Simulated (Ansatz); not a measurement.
Cell and atoms:

```
CELL_PARAMETERS angstrom
2.45991 -0.01778 -0.00397
0.02024 3.32802 -0.00395
0.00879 0.01177 5.09239
ATOMIC_POSITIONS crystal
Cu 0.50000 0.00000 0.50000
Cu 0.00000 0.50000 0.00000
O 0.00026 0.99974 0.25000
O 0.99974 0.00026 0.75000
```

What crystal do these data define?

The formula is CuO. Within 0.01 Å the space group is Pmmm (No. 47), primitive orthorhombic. The cell has 4 atoms, namely 2 Cu, 2 O. Each Cu atom is coordinated by four O in a distorted square planar arrangement at 1.77 to 2.10 Å. Each O has four Cu in a distorted tetrahedral arrangement at 1.77 to 2.10 Å. Not all metal-metal contacts are counted. The bonds build a three-dimensional framework.

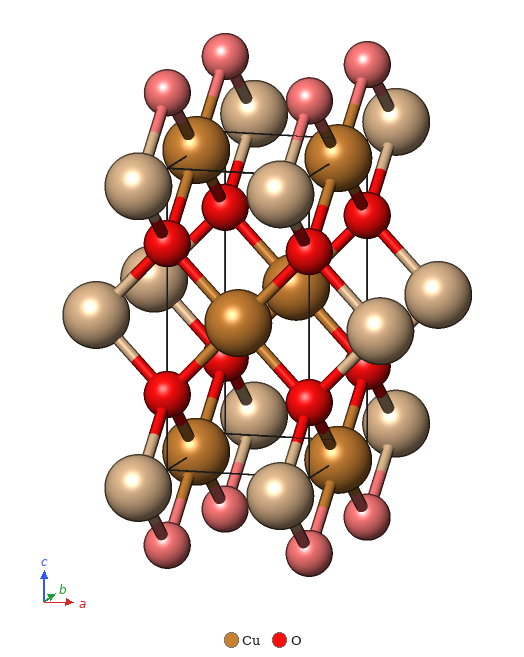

Structure drawing (ball-and-stick), viewed slightly off an axis. The edges of the unit cell are marked. Periodic images bonded to atoms of the box are shown as well, in fainter colours. Colours: copper orange, oxygen red.

The model was built from a structure listed in the Materials Project. The cell was then strained or its atoms displaced on purpose. A calculation with Ansatz used it as input.

At this level of theory the run's own cell isn't at rest (compressed, at 15 GPa and forces up to 1.9 eV/Å), so its distances can differ from those at equilibrium, the more so the softer the solid.
